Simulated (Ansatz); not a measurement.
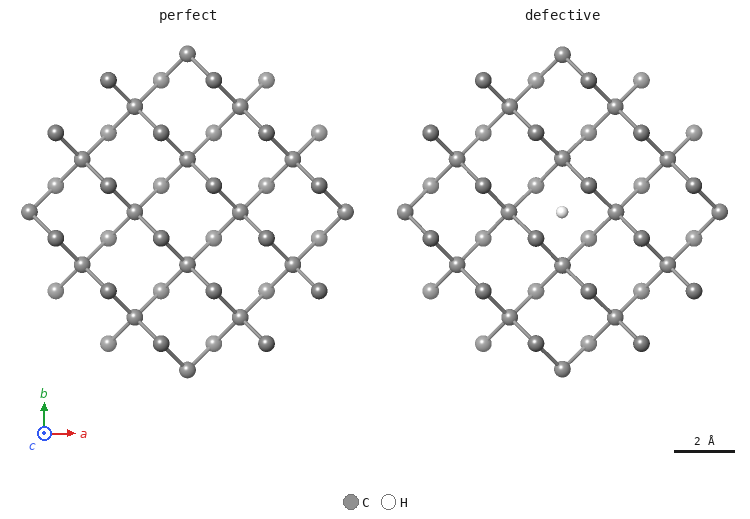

Left: perfect C. Right: the same region with one point defect, after relaxing the atoms in a supercell of 64 sites. Style: ball-and-stick. Shown: the atoms within 5.4 Å of one point, in a slice 3.4 Å thick across the line of sight, along the c axis.

All numbers below come from DFT, PBEsol, PAW, plane waves (Ansatz). Settings: plane-wave cutoff 420 eV; k-point mesh 1 × 1 × 1; mesh shifted by (0.25, 0.25, 0.25); collinear spin. Fermi-Dirac smearing of 0.01 eV. The axes drawn are those of the host's conventional cell.

What kind of defect was made?

Answer. An extra hydrogen atom is put between the host's atoms (an interstitial).

The charge state of the cell is 0.

How does the lattice respond?

Answer. The H atom starts with 10 C at 1.54 to 1.78 Å around its place and ends with 10 C at 1.54 to 1.82 Å. Of the host's atoms, a carbon atom moves furthest from its site, by 0.03 Å. The cell's net moment is 1.00 μB.

Limits of the set-up: the periodic images lie only 7.1 Å apart, so the values are limited by the cell's size.
